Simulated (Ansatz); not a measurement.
Given this structure:

```yaml
crystal:
  lattice:
    - [5.15439, 0.00000, 0.00000]
    - [0.00000, 5.15439, 0.00000]
    - [0.00000, 0.00000, 5.15439]
  atoms:
    - { symbol: Si, position: [0.00000, 0.00000, 0.48545] }
    - { symbol: W, position: [0.00000, 0.00000, 0.00000] }
    - { symbol: W, position: [0.00000, 0.50000, 0.50000] }
    - { symbol: W, position: [0.50000, 0.00000, 0.50000] }
    - { symbol: Si, position: [0.50000, 0.50000, 0.98545] }
    - { symbol: W, position: [0.50000, 0.50000, 0.50000] }
    - { symbol: W, position: [0.50000, 0.00000, 0.00000] }
    - { symbol: W, position: [0.00000, 0.50000, 0.00000] }
```

Summarise the structure in words.

The structure is one of SiW3. Space group: I4mm (No. 107). Lattice: body-centred tetragonal. The cell comprises 2 formula units: 2 Si, 6 W. Each Si atom is coordinated by six W in an octahedral arrangement at 2.50 to 2.65 Å. W bonds to four W and two Si in an octahedral arrangement (2.58 Å to W, 2.50 to 2.65 Å to Si). The bonds build a three-dimensional framework.

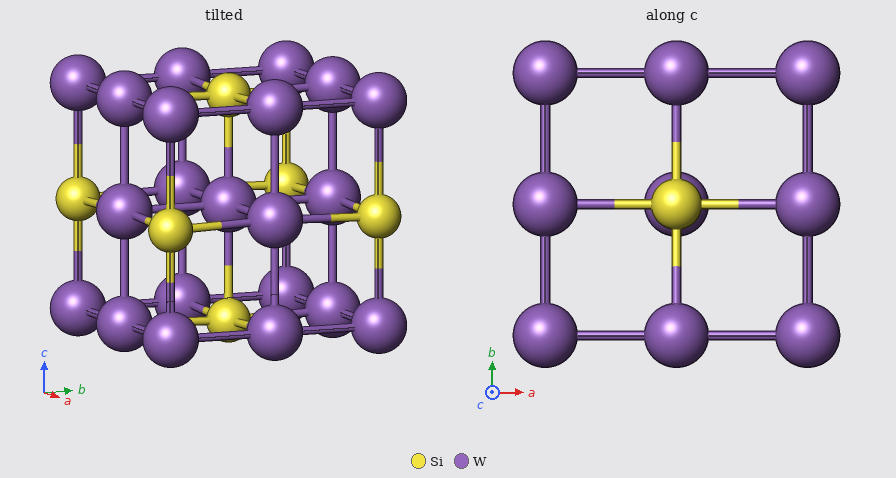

Shown here is a ball-and-stick view of the crystal, taken slightly off an axis and along the c axis. The conventional unit cell is drawn as a box. Colours: silicon yellow, tungsten purple.

It goes back to a structure listed in the Materials Project. The cell was then strained or its atoms displaced on purpose. It was run through Ansatz as a DFT input.

At this level of theory the cell isn't at rest (forces up to 0.7 eV/Å), so its distances can differ from those at equilibrium, the more so the softer the solid.
